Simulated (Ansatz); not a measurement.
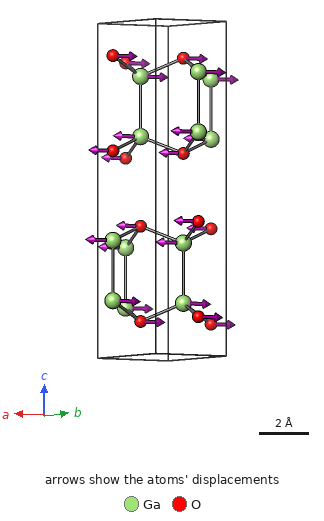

One vibrational mode of solid GaO (a generated structure) at the zone centre. Displacements are drawn as purple arrows; their common scale and sign are arbitrary. Style: ball-and-stick. Shown: the cell of the calculation, from a free direction.

Computed with DFT PBE, scalar-relativistic, plane waves, PAW (Ansatz 0.2.0).

Input
```yaml
crystal:
  lattice:
    - [3.1046628422, 0.0, 0.0]
    - [-1.5523314211, 2.6887168915, 0.0]
    - [0.0, 0.0, 13.9146020461]
  atoms:
    - { symbol: Ga, position: [0.3333333333, 0.6666666667, 0.1599723229] }
    - { symbol: Ga, position: [0.6666666667, 0.3333333333, 0.6599723229] }
    - { symbol: Ga, position: [0.3333333333, 0.6666666667, 0.3400276771] }
    - { symbol: Ga, position: [0.6666666667, 0.3333333333, 0.8400276771] }
    - { symbol: O, position: [0.3333333333, 0.6666666667, 0.6076662275] }
    - { symbol: O, position: [0.6666666667, 0.3333333333, 0.1076662275] }
    - { symbol: O, position: [0.3333333333, 0.6666666667, 0.8923337725] }
    - { symbol: O, position: [0.6666666667, 0.3333333333, 0.3923337725] }
basis:
  ecutwfc: 420
kpoints:
  mp_grid: { grid: [12, 12, 2] }
hamiltonian:
  xc: pbe
scf:
  occupations: { method: fixed }
output:
  eigenvalues: true
phonons:
  method: dfpt
  dielectric: true
  rigid_motions: translations
  eigenvectors: true
```

Launched with:
```bash
ansatz run input.yaml --threads 2 --pin off --max-ram 6144MiB --backend cpu --events-out ev --progress --plain --runs-dir out
```

Frequencies are those without the non-analytic (LO–TO) term.

### What mode is this, and where does it lie in the spectrum?

This is the E₂u mode (doubly degenerate; one member of the set is drawn) at 75 cm⁻¹, optical level 3 of 11, counted from below, silent by symmetry (neither infrared- nor Raman-active). All motion is along a; atoms of one kind move against one another, with no net shift of any sublattice; it mainly bends the Ga–Ga, Ga–O bonds; the kinetic energy is shared as Ga 83 %, O 17 %.

Limits of the set-up: layers or molecules are held without a dispersion correction, so their spacing is unreliable.
